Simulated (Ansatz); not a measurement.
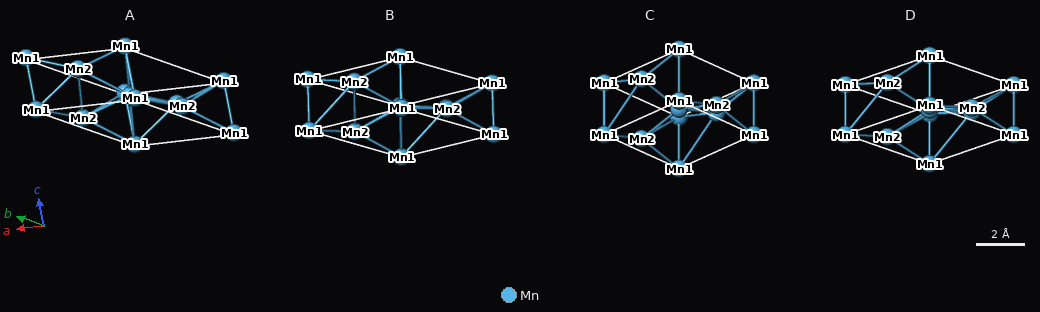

4 geometries from one relaxation of crystalline Mn (a generated structure, set up in I4_1/amd), in shuffled order. Style: ball-and-stick. Shown: the conventional cell (2 times the calculation's cell), from a free direction. Lengths and directions refer to the drawn axes.

Phase: beta-Sn type.

Computed with DFT, RPBE, plane waves (420 eV) with PAW, scalar-relativistic in Ansatz. Set-up: plane-wave cutoff 420 eV; k-point mesh 14 × 14 × 10; occupations fermi dirac; smearing width 0.1 eV; no spin polarisation; cell and atoms relaxed; force threshold 0.01 eV/Å; at most 60 steps.

> Order the frames from highest to lowest energy.

C, D, B, A. They are steps 0, 7, 14, 29, at +1.250 eV per cell of the calculation, +0.804 eV per cell of the calculation, +0.280 eV per cell of the calculation relative to the last. The largest moves relative to the cell, 0.18 Å, are those of Mn1 and Mn2. Mn2 goes along [1 −1 0]. The volume changes by −11.3 %, with a = b 4.488 → 4.752 Å (+5.9 %), c 2.450 → 2.500 Å (+2.0 %), α 90.0° → 74.8°, β 90.0° → 74.8°, γ 90.0° → 54.2°. Among the contacts that change: Mn1–Mn1 3.402 → 2.500 Å, Mn1–Mn2 2.900 → 2.483 Å, Mn1–Mn2 (another image) 2.326 → 2.483 Å, Mn1–Mn1 (another image) 2.450 → 2.500 Å. New bonds form: Mn1–Mn1 (3.40 → 2.50 Å), Mn2–Mn2 (3.40 → 2.50 Å). The space group (tolerance 0.01 Å) goes from I4_1/amd (No. 141) to P6_3/mmc (No. 194). The energy falls by 1.250 eV per cell of the calculation in 25 accepted moves (29 points after the start). The largest force component goes from 0.0014 to 0.00019 eV/Å. Pressure: −8.42 GPa at the start and 0.01 GPa at the end. The line search rejected the trial step at point 16 of the run. At 3 points the geometry stayed and the basis and grid were re-selected for the new cell (energy shift of 0.112 eV per cell of the calculation at most each time).
